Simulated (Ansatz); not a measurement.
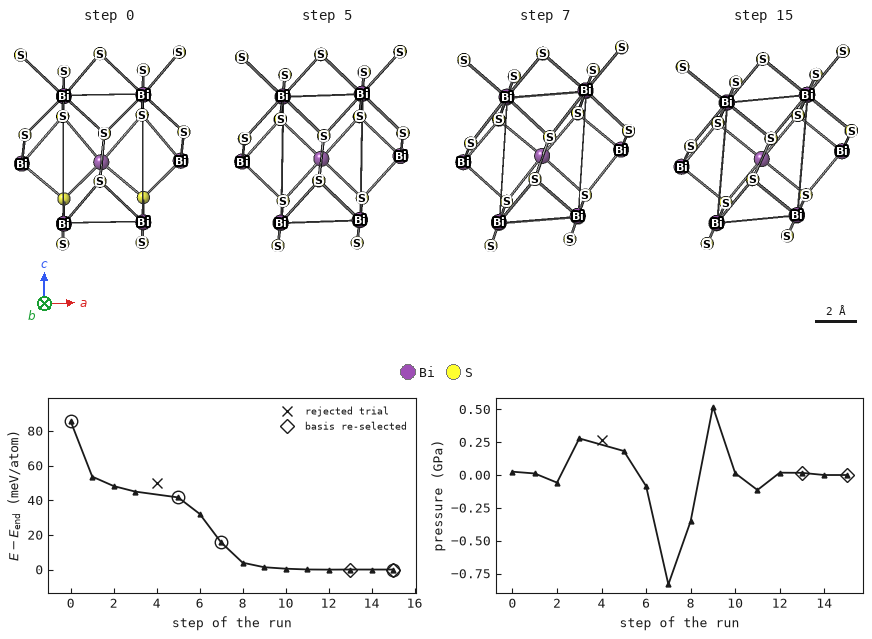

Frames of a relaxation of crystalline BiS$_{2}$ (built on the MgF2-58 type type), marked on the history of the run. A ball-and-stick model of the cell of the calculation, reduced to other axes, seen along the b axis. Lengths and directions refer to the drawn axes.

Case: shaken.

The calculation used DFT, PBEsol, plane waves, PAW (Ansatz).

Input
```yaml
crystal:
  lattice:
    - [6.2821698365, 0.0214535887, -0.0579933202]
    - [0.0204995972, 6.0003146362, -0.0295369498]
    - [-0.0358009162, -0.0190825511, 3.9130585401]
  atoms:
    - { symbol: Bi, position: [0.4706885786, 0.5262010211, 0.5237444911] }
    - { symbol: Bi, position: [-0.0064407097, -0.001457713, -0.0049572155] }
    - { symbol: S, position: [0.6956572382, 0.058643691, 0.483485053] }
    - { symbol: S, position: [0.32215303, 0.9396969543, 0.5396858514] }
    - { symbol: S, position: [0.1879454724, 0.4109088745, -0.006474561] }
    - { symbol: S, position: [0.8358660177, 0.5562156293, 0.0090769205] }
kpoints:
  mp_grid: { grid: [4, 4, 4] }
hamiltonian:
  xc: pbesol
scf:
  occupations: { method: fermi_dirac, width: 0.05 }
relax:
  f_tol: 0.01
  cell: {}
  max_steps: 120
```

Run as
```bash
ansatz run input.yaml --threads 2 --pin off --max-ram 2211MiB --backend cpu --events-out ev --progress --plain --runs-dir out
```

Q: What happens along the run?

A: After 12 accepted moves (15 points after the start) the energy has fallen by 85.4 meV per atom. The largest force component goes from 1.2 to 0.0011 eV/Å. Pressure: 0.02 GPa at the start and 0.00 GPa at the end. The line search rejected the trial step at point 4 of the run. At 2 points the geometry stayed and the basis and grid were re-selected for the new cell (energy shift of 0.1 meV per atom at most each time). S6 moves most relative to the cell: 0.38 Å roughly along −a. Largest moves by element: S 0.38 Å, Bi 0.26 Å. Cell: a 3.913 → 3.970 Å (+1.5 %), b 6.000 → 6.029 Å (+0.5 %), c 6.282 → 5.954 Å (−5.2 %), α 89.6° → 90.0°, β 88.9° → 79.7°, γ 89.4° → 90.0°. Volume −4.9 %. Near-neighbour distances that change, for instance: Bi1–S3 3.137 → 2.817 Å, Bi1–S6 3.088 → 2.815 Å, Bi1–S4 2.645 → 2.817 Å, Bi1–S5 2.679 → 2.815 Å. Bond angles that change, for instance: Bi1–S6–S5 132.4° → 100.3°, Bi1–S5–S6 123.4° → 146.9°, Bi2–S4–S3 123.4° → 100.3°. The space group (tolerance 0.01 Å) goes from P1 (No. 1) to P2_1/c (No. 14). The run took 4.2 min on 2 threads of AMD EPYC (Zen 3) (shared host), peak memory 0.47 GiB. From step 0 to 5: Bi1 moves most (0.26 Å), volume −2.0 %, energy −43.8 meV per atom. From step 5 to 7: S3 moves most (0.23 Å), volume −1.6 %, energy −26.0 meV per atom. From step 7 to 15: S3 moves most (0.12 Å), volume −1.5 %, energy −15.6 meV per atom.

Limits of the set-up: the k-point mesh is coarse for a cell with partly filled bands.
